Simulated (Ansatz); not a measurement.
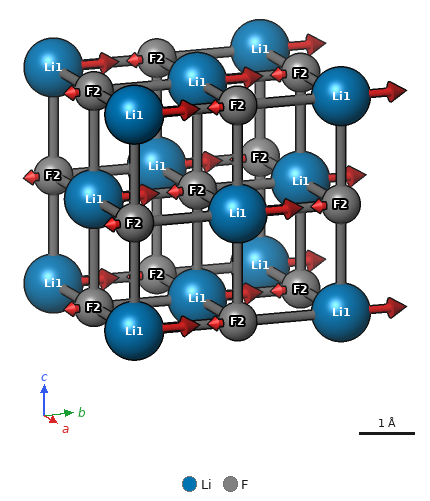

The lowest optical mode of crystalline LiF (a generated structure), space group Fm-3m (No. 225), at the zone centre. The red arrows are the displacements of the atoms (eigenvector over the root of the mass), of arbitrary overall length and sign. The picture is a ball-and-stick view of the conventional cell (4 times the calculation's cell), seen slightly off an axis. Lengths and directions refer to the drawn axes.

Method: Ansatz, DFT PBE, scalar-relativistic, plane waves, PAW. (plane-wave cutoff 420 eV; k-point mesh 12 × 12 × 12; occupations fixed; no spin polarisation)

Frequencies are those without the non-analytic (LO–TO) term.

**Is the structure stable against all modes at this point?**

Yes: this softest mode has a real frequency, and so have all others here. That speaks for this wave vector alone: the rest of the zone wasn't checked in this run. This is the T₁u mode (triply degenerate; one member of the set is drawn) at 7.97 THz, the only optical level, infrared-active by symmetry. The Li sublattice moves against the F sublattice, along b; it stretches the shortest F–Li bonds (2.03 Å); the kinetic energy is shared as Li 73 %, F 27 %. Its infrared intensity is 15 (D/Å)²/amu for the set. The value is the transverse one; the longitudinal partner lies at 619 cm⁻¹.
